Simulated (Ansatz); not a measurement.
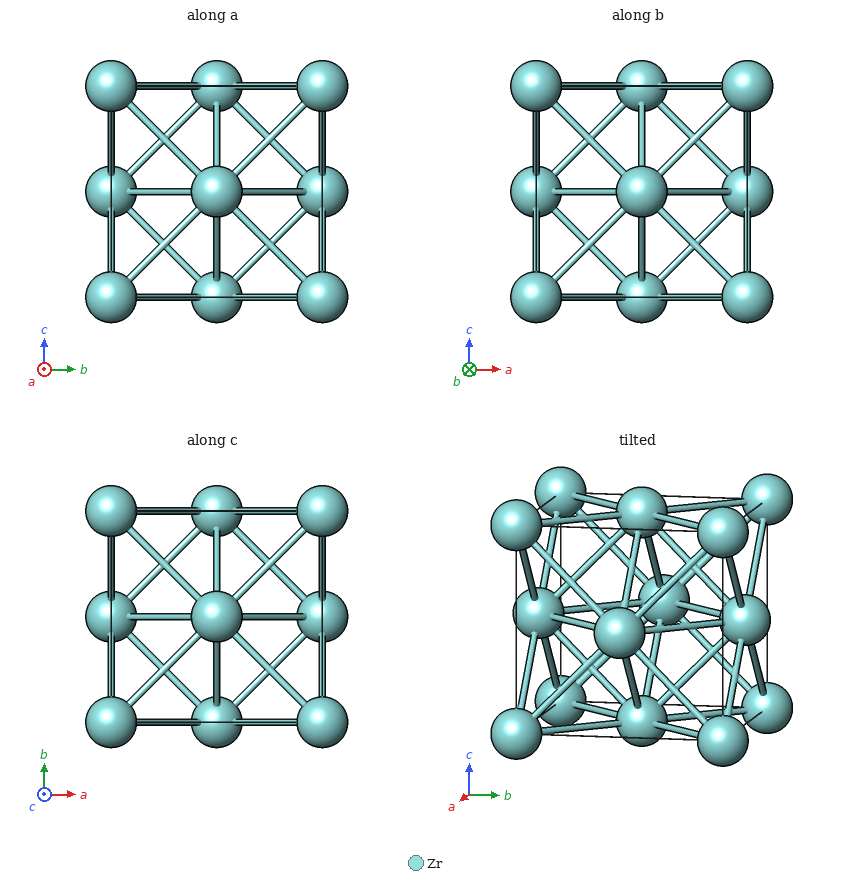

This ball-and-stick model is shown along the a axis, along the b axis, along the c axis and slightly off an axis. One conventional unit cell is framed, with atoms on its boundary repeated.

Lattice parameters: a = 4.6479 Å, b = 4.6479 Å, c = 4.6479 Å, α = 90.000°, β = 90.000°, γ = 90.000°.

**Write down what is shown as a CIF in P1 with every atom of the cell.**

```cif
data_structure
_symmetry_space_group_name_H-M 'P 1'
_symmetry_Int_Tables_number 1
_cell_length_a 4.6479
_cell_length_b 4.6479
_cell_length_c 4.6479
_cell_angle_alpha 90.000
_cell_angle_beta 90.000
_cell_angle_gamma 90.000
_cell_volume 100.41
loop_
_atom_site_label
_atom_site_type_symbol
_atom_site_fract_x
_atom_site_fract_y
_atom_site_fract_z
_atom_site_occupancy
Zr1 Zr 0.0000 0.0000 0.0000 1
Zr2 Zr 0.0000 0.5000 0.5000 1
Zr3 Zr 0.5000 0.0000 0.5000 1
Zr4 Zr 0.5000 0.5000 0.0000 1
```

It goes back to a structure type filled with this element by a generator (whether the element takes this form wasn't checked). Earlier steps of the study may have refined or changed the cell and positions. An electronic-structure calculation with Ansatz was run on it.

At this level of theory the cell isn't at rest (stretched, at -6 GPa), so its distances can differ from those at equilibrium, the more so the softer the solid.
